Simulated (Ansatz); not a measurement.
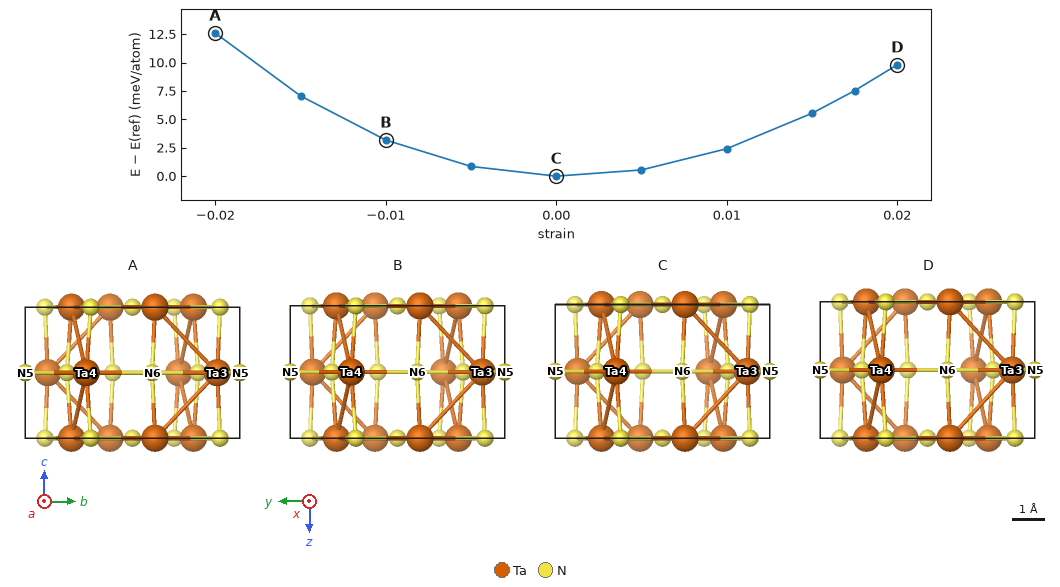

A scan of a crystal of Ta4N5 (I4/m): the cell is strained along z alone, with the atoms kept at their fractional coordinates. x, y and z are the Cartesian axes of the input. The lettered frames are marked on the plot. Style: ball-and-stick. Shown: the conventional cell (2 times the calculation's cell), along the a axis. Lengths and directions refer to the drawn axes.

Level of theory: DFT PBEsol, scalar-relativistic, plane waves, PAW in Ansatz 0.2.0. (plane-wave cutoff 420 eV; k-point mesh 12 × 12 × 12; occupations gaussian; smearing width 0.15 eV; no spin polarisation). Energies (free energies at the smearing named) are counted from the relaxed crystal.

Question: What does the scan show?

Answer: Of the computed points the lowest is at the strain 0.00, 0.0 meV/atom. The curvature at zero strain, (1/V) d²E/dε², is about 810 GPa; it is C₃₃ with clamped ions. The distortion keeps the space group I4/m. At the strain −0.02 the cell of the drawing goes c 4.254 → 4.169 Å.
